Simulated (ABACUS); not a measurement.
**Band-structure run of Mg$_{3}$Sb$_{2}$ (part 2 of 2)**

Continued. System: Mg$_{3}$Sb$_{2}$ (P-3m1, 5 atoms in the cell). Method: Kohn-Sham DFT of a periodic cell, PBEsol, PseudoDojo NC SR 0.4 PBEsol stringent, no spin polarisation (ABACUS 3.10.1); cutoff 1360.57 eV, fermi-dirac of 0.05 eV. The structure derives from an entry of the Crystallography Open Database. It belongs to a series of runs on one base structure; here: bands on the converged density.

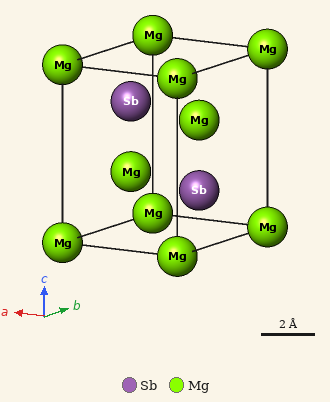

*The structure as given in the input (spheres-only view of the cell of the calculation, seen at an oblique angle). An atom can appear more than once, as a periodic image.*

Log, continued:
```
 2/15 kpoint (Cartesian) = 0.018187 0.010500 0.0000 (15030 pws)
       1       -135.190      0.0350877
       2       -135.190      0.0350877
       3       -88.2109      0.0350877
       4       -88.2109      0.0350877
       5       -88.2044      0.0350877
       6       -88.2044      0.0350877
       7       -88.2044      0.0350877
       8       -88.2044      0.0350877
       9       -68.6701      0.0350877
      10       -67.8622      0.0350877
      11       -67.8611      0.0350877
      12       -35.6029      0.0350877
      13       -35.5972      0.0350877
      14       -35.5972      0.0350877
      15       -34.8263      0.0350877
      16       -34.8263      0.0350877
      17       -34.8229      0.0350877
      18       -34.8204      0.0350877
      19       -34.8202      0.0350877
      20       -34.8169      0.0350877
      21       -20.0856      0.0350877
      22       -20.0855      0.0350877
      23       -20.0851      0.0350877
      24       -20.0850      0.0350877
      25       -20.0811      0.0350877
      26       -20.0811      0.0350877
      27       -20.0660      0.0350877
      28       -20.0660      0.0350877
      29       -20.0639      0.0350877
      30       -20.0638      0.0350877
      31       -2.17668      0.0350877
      32      -0.987363      0.0350877
      33        3.23509      0.0350877
      34        6.49561      0.0350877
      35        6.84035      0.0350877
      36        7.19435      0.0350877
      37        7.70033      0.0350823
      38        7.96274      0.0340883
      39        9.61765    5.05411e-15
      40        9.70984    7.99691e-16
      41        10.8349    1.35156e-25
      42        11.2604    2.72351e-29
      43        11.8753    1.24117e-34
      44        12.2105    1.52283e-37
      45        12.2277    1.07845e-37
      46        12.5723    1.09584e-40
      47        13.0199    1.41975e-44
      48        13.3296    2.89635e-47
      49        13.7728    4.09382e-51
      50        14.0770    9.33607e-54
      51        14.3627    3.07851e-56
      52        15.1289    6.81525e-63

 3/15 kpoint (Cartesian) = 0.036374 0.021001 0.0000 (15002 pws)
       1       -135.190      0.0350877
       2       -135.190      0.0350877
       3       -88.2109      0.0350877
       4       -88.2109      0.0350877
       5       -88.2044      0.0350877
       6       -88.2044      0.0350877
       7       -88.2044      0.0350877
       8       -88.2044      0.0350877
       9       -68.6701      0.0350877
      10       -67.8621      0.0350877
      11       -67.8611      0.0350877
      12       -35.6029      0.0350877
      13       -35.5972      0.0350877
      14       -35.5972      0.0350877
      15       -34.8264      0.0350877
      16       -34.8264      0.0350877
      17       -34.8235      0.0350877
      18       -34.8203      0.0350877
      19       -34.8196      0.0350877
      20       -34.8169      0.0350877
      21       -20.0858      0.0350877
      22       -20.0854      0.0350877
      23       -20.0852      0.0350877
      24       -20.0847      0.0350877
      25       -20.0809      0.0350877
      26       -20.0809      0.0350877
      27       -20.0660      0.0350877
      28       -20.0658      0.0350877
      29       -20.0641      0.0350877
      30       -20.0636      0.0350877
      31       -2.03865      0.0350877
      32      -0.911233      0.0350877
      33        3.41287      0.0350877
      34        5.60860      0.0350877
      35        6.38440      0.0350877
      36        6.54775      0.0350877
      37        7.63704      0.0350862
      38        7.76211      0.0350691
      39        9.76101    2.87363e-16
      40        10.2369    2.11367e-20
      41        10.9737    8.41670e-27
      42        11.4589    5.13834e-31
      43        11.5352    1.11597e-31
      44        11.8915    8.98019e-35
      45        12.1941    2.11128e-37
      46        12.7325    4.44705e-42
      47        13.1709    6.92713e-46
      48        13.4295    3.92698e-48
      49        14.7047    3.29699e-59
      50        14.9066    5.81822e-61
      51        15.2936    2.52776e-64
      52        15.9358    6.68779e-70

 4/15 kpoint (Cartesian) = 0.054561 0.031501 0.0000 (14996 pws)
       1       -135.190      0.0350877
       2       -135.190      0.0350877
       3       -88.2109      0.0350877
       4       -88.2109      0.0350877
       5       -88.2044      0.0350877
       6       -88.2044      0.0350877
       7       -88.2044      0.0350877
       8       -88.2044      0.0350877
       9       -68.6701      0.0350877
      10       -67.8620      0.0350877
      11       -67.8612      0.0350877
      12       -35.6029      0.0350877
      13       -35.5973      0.0350877
      14       -35.5972      0.0350877
      15       -34.8266      0.0350877
      16       -34.8265      0.0350877
      17       -34.8241      0.0350877
      18       -34.8202      0.0350877
      19       -34.8189      0.0350877
      20       -34.8169      0.0350877
      21       -20.0862      0.0350877
      22       -20.0853      0.0350877
      23       -20.0852      0.0350877
      24       -20.0843      0.0350877
      25       -20.0806      0.0350877
      26       -20.0806      0.0350877
      27       -20.0659      0.0350877
      28       -20.0655      0.0350877
      29       -20.0643      0.0350877
      30       -20.0633      0.0350877
      31       -1.82238      0.0350877
      32      -0.811186      0.0350877
      33        3.69899      0.0350877
      34        4.75568      0.0350877
      35        5.60618      0.0350877
      36        6.24898      0.0350877
      37        7.36305      0.0350877
      38        7.49441      0.0350876
      39        9.25654    6.92129e-12
      40        10.3341    3.02633e-21
      41        10.8086    2.28615e-25
      42        11.3284    6.99176e-30
      43        11.8812    1.10276e-34
      44        12.3385    1.17645e-38
      45        12.7363    4.12508e-42
      46        12.9607    4.64085e-44
      47        13.7223    1.12449e-50
      48        14.2500    2.93177e-55
      49        15.6701    1.35700e-67
      50        15.8604    3.02033e-69
      51        15.9049    1.23878e-69
      52        16.2378    1.59065e-72

 5/15 kpoint (Cartesian) = 0.072748 0.042001 0.0000 (15028 pws)
       1       -135.190      0.0350877
       2       -135.190      0.0350877
       3       -88.2109      0.0350877
       4       -88.2109      0.0350877
       5       -88.2044      0.0350877
       6       -88.2044      0.0350877
       7       -88.2044      0.0350877
       8       -88.2044      0.0350877
       9       -68.6701      0.0350877
      10       -67.8619      0.0350877
      11       -67.8613      0.0350877
      12       -35.6029      0.0350877
      13       -35.5973      0.0350877
      14       -35.5972      0.0350877
      15       -34.8267      0.0350877
      16       -34.8267      0.0350877
      17       -34.8246      0.0350877
      18       -34.8200      0.0350877
      19       -34.8183      0.0350877
      20       -34.8169      0.0350877
      21       -20.0866      0.0350877
      22       -20.0853      0.0350877
      23       -20.0852      0.0350877
      24       -20.0839      0.0350877
      25       -20.0803      0.0350877
      26       -20.0803      0.0350877
      27       -20.0658      0.0350877
      28       -20.0652      0.0350877
      29       -20.0645      0.0350877
      30       -20.0630      0.0350877
      31       -1.55449      0.0350877
      32      -0.730395      0.0350877
      33        3.95435      0.0350877
      34        4.20363      0.0350877
      35        4.95020      0.0350877
      36        6.00917      0.0350877
      37        6.79571      0.0350877
      38        7.34009      0.0350877
      39        8.85895    1.96619e-08
      40        10.1662    8.69690e-20
      41        10.4577    2.55508e-22
      42        11.1054    6.04411e-28
      43        12.3188    1.74560e-38
      44        13.0369    1.00970e-44
      45        13.4674    1.84139e-48
      46        13.6728    3.02737e-50
      47        14.7610    1.06880e-59
      48        15.2449    6.70308e-64
      49        15.3390    1.02021e-64
      50        15.6729    1.28458e-67
      51        16.8281    1.18612e-77
      52        16.8690    5.23799e-78

 6/15 kpoint (Cartesian) = 0.090936 0.052502 0.0000 (14998 pws)
       1       -135.190      0.0350877
       2       -135.190      0.0350877
       3       -88.2109      0.0350877
       4       -88.2109      0.0350877
       5       -88.2044      0.0350877
       6       -88.2044      0.0350877
       7       -88.2044      0.0350877
       8       -88.2044      0.0350877
       9       -68.6701      0.0350877
      10       -67.8618      0.0350877
      11       -67.8614      0.0350877
      12       -35.6029      0.0350877
      13       -35.5974      0.0350877
      14       -35.5972      0.0350877
      15       -34.8268      0.0350877
      16       -34.8267      0.0350877
      17       -34.8249      0.0350877
      18       -34.8199      0.0350877
      19       -34.8179      0.0350877
      20       -34.8170      0.0350877
      21       -20.0868      0.0350877
      22       -20.0853      0.0350877
      23       -20.0851      0.0350877
      24       -20.0836      0.0350877
      25       -20.0801      0.0350877
      26       -20.0800      0.0350877
      27       -20.0657      0.0350877
      28       -20.0650      0.0350877
      29       -20.0647      0.0350877
      30       -20.0628      0.0350877
      31       -1.28964      0.0350877
      32      -0.716347      0.0350877
      33        3.59748      0.0350877
      34        4.47214      0.0350877
      35        4.59623      0.0350877
      36        5.85701      0.0350877
      37        6.18951      0.0350877
      38        7.22893      0.0350877
      39        8.62243    2.22821e-06
      40        10.0600    7.27235e-19
      41        10.2144    3.31309e-20
      42        10.9537    1.25570e-26
      43        12.8541    3.90671e-43
      44        13.2529    1.34351e-46
      45        14.1392    2.69165e-54
      46        14.5362    9.58632e-58
      47        14.7847    6.65579e-60
      48        15.4372    1.42970e-65
      49        16.1678    6.45362e-72
      50        16.2581    1.05967e-72
      51        17.3611    2.78261e-82
      52        17.3943    1.43280e-82

[... levels at 9 further k points ...]

 --------------------------------------------
 !FINAL_ETOT_IS -18597.87635968546 eV
 --------------------------------------------

 Output bands in file: OUT.Mg3Sb2/BANDS_1.dat
```

Standard output:
```
ABACUS v3.10.1

               Atomic-orbital Based Ab-initio Computation at UStc

%%%%%%%%%%%%%%%%%%%%%%%%%%%%%%%%%%%%%%%%%%%%%%%%%%%%%%%%%%%%%%%%%%%%%%%%%%%%%%%%%%%%%%%%%%%%%%%%%%%%%%%%%
 Warning: the number of valence electrons in pseudopotential > 5 for Sb: [Kr] 4d10 5s2 5p3
 Warning: the number of valence electrons in pseudopotential > 2 for Mg: [Ne] 3s2
 Pseudopotentials with additional electrons can yield (more) accurate outcomes, but may be less efficient.
 If you're confident that your chosen pseudopotential is appropriate, you can safely ignore this warning.
%%%%%%%%%%%%%%%%%%%%%%%%%%%%%%%%%%%%%%%%%%%%%%%%%%%%%%%%%%%%%%%%%%%%%%%%%%%%%%%%%%%%%%%%%%%%%%%%%%%%%%%%%

 UNIFORM GRID DIM        : 60 * 60 * 90
 UNIFORM GRID DIM(BIG)   : 60 * 60 * 90
 ---------------------------------------------------------
 ---------------------------------------------------------
 SPIN    KPOINTS         PROCESSORS  THREADS
 1       57              4           4
 ---------------------------------------------------------
 Use plane wave basis
 ---------------------------------------------------------
 ELEMENT NATOM       XC
 Sb      2
 Mg      3
 ---------------------------------------------------------
 Initial plane wave basis and FFT box
 ---------------------------------------------------------
 -------------------------------------------
 NONSELF-CONSISTENT :
 -------------------------------------------
 START CHARGE      : file
 ITER       ETOT/eV          EDIFF/eV         DRHO     TIME/s
 DA1     -1.85978764e+04   0.00000000e+00   0.0000e+00  54.53
```

This output came from the following input.

Input file:
```
INPUT_PARAMETERS
suffix              Mg3Sb2
calculation         nscf
basis_type          pw
pseudo_dir          ./
symmetry            -1
dft_functional      pbesol
ecutwfc             100.0
pseudo_rcut         7
nspin               1
nbands              52
ks_solver           dav
smearing_method     fd
smearing_sigma      0.00367493
scf_thr             1e-08
scf_nmax            100
mixing_type         broyden
mixing_beta         0.7
init_chg            file
pw_diag_thr         1e-07
out_band            1
kpar                4
```

File STRU:
```
ATOMIC_SPECIES
Sb 121.7600 Sb.upf
Mg 24.3050 Mg.upf

LATTICE_CONSTANT
1.8897261246

LATTICE_VECTORS
4.5820000000 0.0000000000 0.0000000000
-2.2910000000 3.9681284001 0.0000000000
0.0000000000 0.0000000000 7.2440000000

ATOMIC_POSITIONS
Direct

Sb
0.0
2
0.6666666667 0.3333333333 0.7650000000 1 1 1
0.3333333333 0.6666666667 0.2350000000 1 1 1

Mg
0.0
3
0.0000000000 0.0000000000 0.0000000000 1 1 1
0.6666666667 0.3333333333 0.3700000000 1 1 1
0.3333333333 0.6666666667 0.6300000000 1 1 1
```

File KPT:
```
K_POINTS
12
Line
0.00000000 0.00000000 0.00000000 6 // G
0.50000000 0.00000000 0.00000000 6 // M
0.33333333 0.33333333 0.00000000 6 // K
0.00000000 0.00000000 0.00000000 6 // G
0.00000000 0.00000000 0.50000000 6 // A
0.50000000 0.00000000 0.50000000 6 // L
0.33333333 0.33333333 0.50000000 6 // H
0.00000000 0.00000000 0.50000000 1 // A
0.50000000 0.00000000 0.50000000 6 // L
0.50000000 0.00000000 0.00000000 1 // M
0.33333333 0.33333333 0.00000000 6 // K
0.33333333 0.33333333 0.50000000 1 // H
```

Launched with:
```bash
OMP_NUM_THREADS=1 mpirun -np 4 abacus > log
```

Summary:

| quantity | value |
| --- | --- |
| outcome | converged |
| space group (tolerance 0.01 Å) | P-3m1 (164) |
| electrons treated | 76 |
| gap on the band path | 0.26 eV |
| hardware | 4 threads of Intel Xeon (Sapphire Rapids), 32 GiB of memory available, shared host |
| wall time | 56 s (CPU time 3.7 min) |
| peak memory | 1.8 GiB |
